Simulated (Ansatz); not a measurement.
HfN

The calculation's input:

```
crystal:
  lattice:
    - [0.0, 2.454822, 2.454822]
    - [2.454822, 0.0, 2.454822]
    - [2.454822, 2.454822, 0.0]
  atoms:
    - { symbol: Hf, position: [0.0152760567, 0.0152760567, -0.0152760567] }
    - { symbol: "N", position: [0.75, 0.75, 0.75] }
basis:
  ecutwfc: 420
kpoints:
  mp_grid: { grid: [16, 16, 16] }
hamiltonian:
  xc: pbe
scf:
  occupations: { method: gaussian, width: 0.15 }
output:
  forces: true
  stress: true
  eigenvalues: true
  write_density: true
  write_potential: true
  elf: true
  volumetric_format: npy
```

Run with:

```sh
ansatz run input.yaml --threads 1 --pin off --max-ram 2560MiB --backend cpu --events-out ev --progress --plain --runs-dir out
```

Below, planes, directions and counts refer to the conventional cell (a = 3.47 Å, b = 3.47 Å, c = 4.91 Å, α = 90.00°, β = 90.00°, γ = 90.00°).

Space group Imm2; a structure from a database of computed crystals, not necessarily the ambient phase; changed on purpose from its base cell (all Hf atoms moved +0.075 Å, as atom 1 along Cartesian [0 0 1]); not relaxed (largest force 0.9 eV/Å); computed without spin polarisation.

Computed with DFT PBE, scalar-relativistic, plane waves, PAW (Ansatz).

### What can the converged valence pseudo-density and electron localisation function tell about the bonding?

Hf–N (2.17 Å): ρ is about 0.66 e/Å³ halfway; the ELF peaks at about 0.80 in the valence shell of N, 0.7 Å from its nucleus, and drops to about 0.20 between the two atoms: no localised pair shows between them.

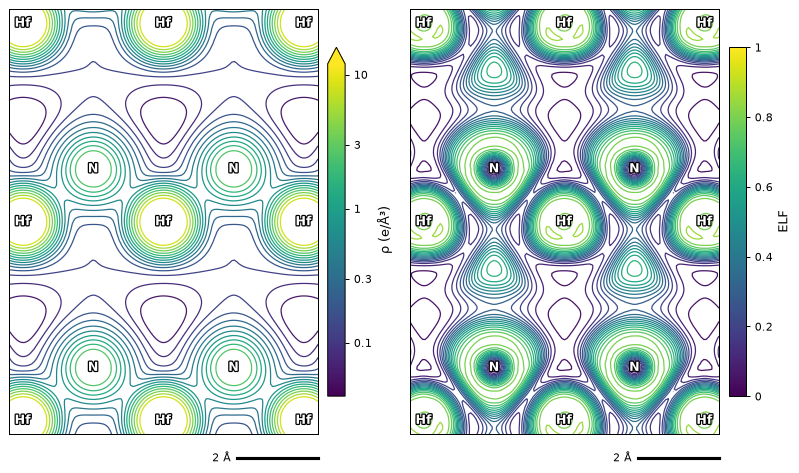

Computed valence pseudo-density and electron localisation function on the (010) plane of the conventional cell, in this order. 

Core electrons are frozen (PAW), and the valence fields are smoothed inside the atomic spheres.
